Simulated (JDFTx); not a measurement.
**A series of single points on W**

System: W (Im-3m, 1 atom in the cell).
Method: Kohn-Sham DFT of a periodic cell, PBEsol, PseudoDojo-SR-PBEsol-0.4.1-standard, no spin polarisation (JDFTx 1.7.0 (patched build)).

The 7 runs differ only in the geometry, by an even scaling of the cell at fixed fractional positions. The structure derives from an entry of the Crystallography Open Database.

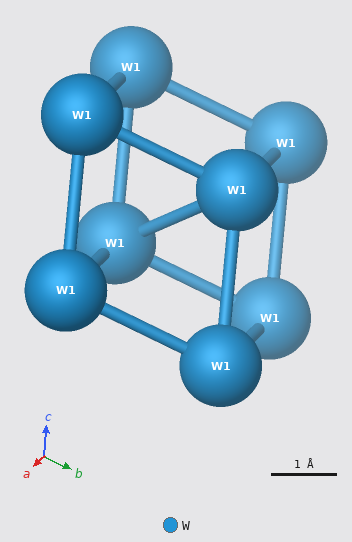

Figure 1. The structure of run 4 (ball-and-stick view of the cell of the calculation, seen slightly off an axis; atoms are numbered from 1 in the order of the input). An atom can appear more than once, as a periodic image.

## Input of run 4
```
lattice \
   -2.9901986847     2.9901986847     2.9901986847 \
    2.9901986847    -2.9901986847     2.9901986847 \
    2.9901986847     2.9901986847    -2.9901986847
coords-type Lattice
ion W      0.0000000000     0.0000000000     0.0000000000 1

ion-species pseudo/W.upf
elec-cutoff 37
elec-ex-corr gga-PBEsol
kpoint-folding 12 12 12
elec-smearing Fermi 0.0018374661
elec-n-bands 13
electronic-SCF nIterations 100 energyDiffThreshold 1e-09
electronic-minimize nIterations 30 energyDiffThreshold 1e-7
forces-output-coords Cartesian

dump-name run.$VAR
dump End Ecomponents EigStats BandEigs Kpoints Forces Stress
```

Command:
```bash
jdftx -c 1 -i W.in -o W.out
```

Run 3 differs from it as follows:
```diff
-   -2.9901986847     2.9901986847     2.9901986847 \
-    2.9901986847    -2.9901986847     2.9901986847 \
-    2.9901986847     2.9901986847    -2.9901986847
+   -2.9701296324     2.9701296324     2.9701296324 \
+    2.9701296324    -2.9701296324     2.9701296324 \
+    2.9701296324     2.9701296324    -2.9701296324
```

## Results, with one run withheld

```csv
run,volume per atom (Å³),"free energy per atom, from the lowest run given (meV)",pressure (GPa)
1,14.897,44.09,18.53
2,15.214,15.11,10.72
3,15.531,?,?
4,15.848,0.00,−2.81
5,16.165,11.28,−8.65
6,16.482,33.58,−13.95
7,16.798,65.86,−18.75
```

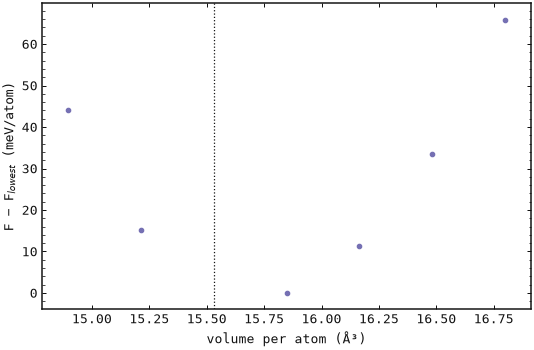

Figure 2. Free energy per atom of the runs given; the dotted line marks run 3.

What should run 3 give?

A cubic polynomial in V^(−2/3) (the Birch–Murnaghan form), fitted to the 6 runs given, misses them by at most 0.02 meV per atom. With x = V^(−2/3) − 0.15830 Å⁻², it reads F = 0.54595 − 3091.6 x + 1.38e+06 x² − 1.1368e+06 x³ (meV per atom). At run 3 it gives 0.87 meV per atom, and the run itself gives 0.86. The slope of the fit gives a pressure −dF/dV of 3.71 GPa there, and the run prints 3.62 GPa. The two needn't agree exactly: the fit is approximate, and the printed stress is taken on a finite basis. The fit has its minimum at 15.710 Å³ per atom, where V d²F/dV² gives 317 GPa: the bulk modulus at this level, since symmetry fixes the shape and the positions.

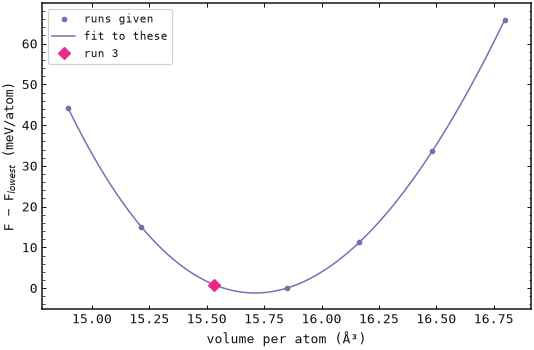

Figure 3. The fit and the withheld run.

## Some lines of the output (run 3)
```
[...]
unit cell volume = 104.806
     Etot =      -69.0895445405435851
        F =      -69.0897349963684491
	HOMO-LUMO gap: +0.001442
	Optical gap  : +0.021212 at state 59 ( [ +0.250000 +0.333333 -0.333333 ] spin 0 )
```

Notes: Spin–orbit coupling is left out, which matters for W.
